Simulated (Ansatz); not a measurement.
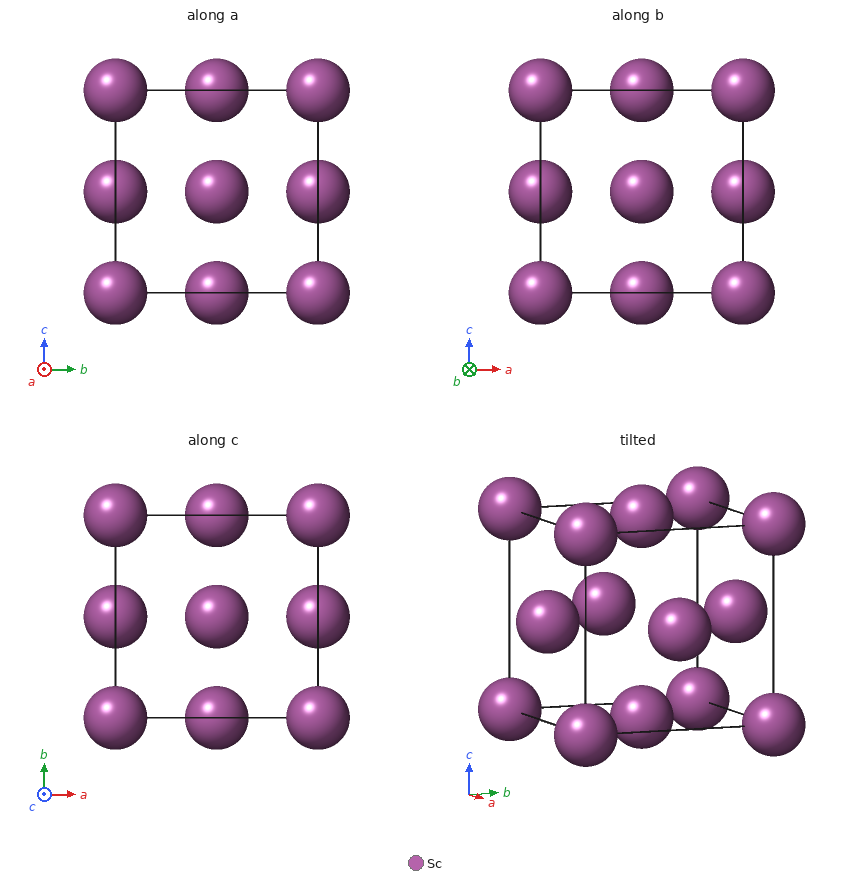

Crystal structure, spheres-only style, seen along the a axis, along the b axis, along the c axis and slightly off an axis. The conventional unit cell is outlined; an atom on or near a face, edge or corner is repeated at each equivalent position.

Lattice parameters: a = 4.653 Å, b = 4.653 Å, c = 4.653 Å, α = 90.00°, β = 90.00°, γ = 90.00°. Put a along x and b in the xy plane.

**Put the structure into a POSCAR file.**

```
Sc
1.0
     4.653    0.000    0.000
     0.000    4.653    0.000
     0.000    0.000    4.653
Sc
4
Direct
  0.0000 0.0000 0.0000
  0.0000 0.5000 0.5000
  0.5000 0.0000 0.5000
  0.5000 0.5000 0.0000
```

Origin of the cell: a structure type filled with this element by a generator (whether the element takes this form wasn't checked). It is drawn as it came out of a relaxation with Ansatz, DFT, r2SCAN, plane waves (500 eV) with PAW, scalar-relativistic.
